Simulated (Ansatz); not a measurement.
Take the following structure.

```yaml
crystal:
  lattice:
    - [2.78367, 0.00000, 0.00000]
    - [-1.39183, 2.41072, 0.00000]
    - [0.00000, 0.00000, 4.62889]
  atoms:
    - { symbol: Pd, position: [0.66667, 0.33333, 0.75000] }
    - { symbol: Pd, position: [0.33333, 0.66667, 0.25000] }
```

> Describe what this structure looks like.

The element is palladium. Space group: P6_3/mmc (No. 194). Lattice: primitive hexagonal. The structure is of the kind named hexagonal close-packed (Mg type). The cell holds two atoms. The neighbours of Pd are twelve Pd in an anticuboctahedral arrangement at 2.78 to 2.82 Å. The bonds build a three-dimensional framework.

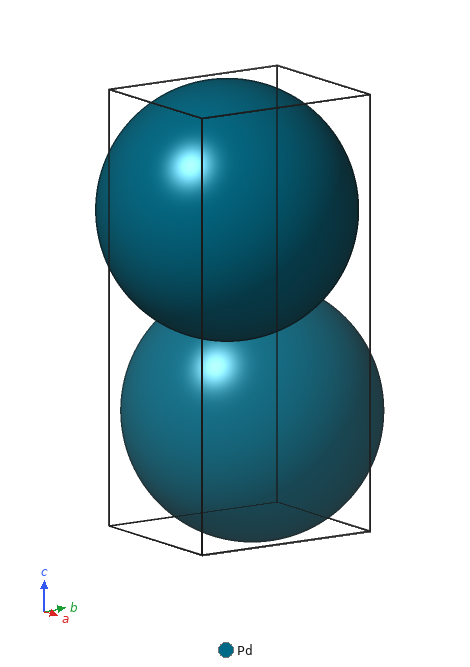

The figure gives a space-filling picture of the atoms, viewed slightly off an axis. One conventional unit cell is framed, with atoms on its boundary repeated. Colours: palladium blue.

Its origin is a structure listed in the Materials Project. Earlier steps of the study may have refined or changed the cell and positions. A calculation with Ansatz used it as input.
